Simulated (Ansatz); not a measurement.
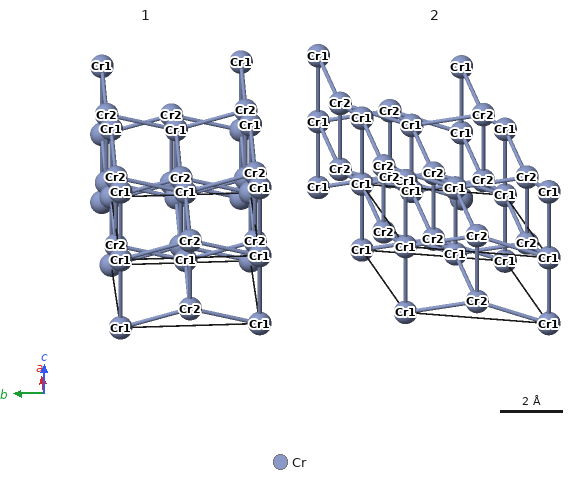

Two geometries of solid Cr (a generated structure, set up in I4_1/amd), drawn at one scale. One is the start of a relaxation, the other its converged end. A ball-and-stick model of the conventional cell (2 times the calculation's cell), repeated 2 × 1 × 2 with one cell outlined, seen from a free direction. Lengths and directions refer to the drawn axes.

These are results of DFT, PBE, plane waves (420 eV) with PAW, scalar-relativistic (Ansatz), not measurements. (plane-wave cutoff 420 eV; k-point mesh 14 × 14 × 10; occupations fermi dirac; smearing width 0.05 eV; collinear spin; cell and atoms relaxed; force threshold 0.01 eV/Å; at most 60 steps)

Which geometry has the lower energy?

Structure 2 is the relaxed one. Phase: beta-Sn type. No atom moves by more than 0.005 Å relative to the cell. Cell: a = b 4.518 → 4.708 Å (+4.2 %), c 2.467 → 2.389 Å (−3.2 %), γ 90.0° → 62.7°. Volume −6.5 %. Near-neighbour distances that change, for instance: Cr1–Cr1 3.425 → 2.726 Å, Cr1–Cr2 2.342 → 2.429 Å, Cr1–Cr1 (another image) 2.467 → 2.389 Å. Among the angles between lasting bonds that change: Cr2–Cr1–Cr2 94.0° → 68.3°, Cr2–Cr1–Cr2 94.0° → 119.4°, Cr2–Cr1–Cr2 149.5° → 151.5°. The space group (tolerance 0.01 Å) goes from I4_1/amd (No. 141) to Fddd (No. 70). Over 15 accepted moves (18 points after the start) the energy falls by 1.086 eV per cell of the calculation. The largest force component goes from 0.0012 to under 0.0001 eV/Å. The pressure goes from −3.99 to 0.00 GPa. At 3 points the geometry stayed and the basis and grid were re-selected for the new cell (energy shift of 70.3 meV per cell of the calculation at most each time). The program noted that the starting moments weren't kept.
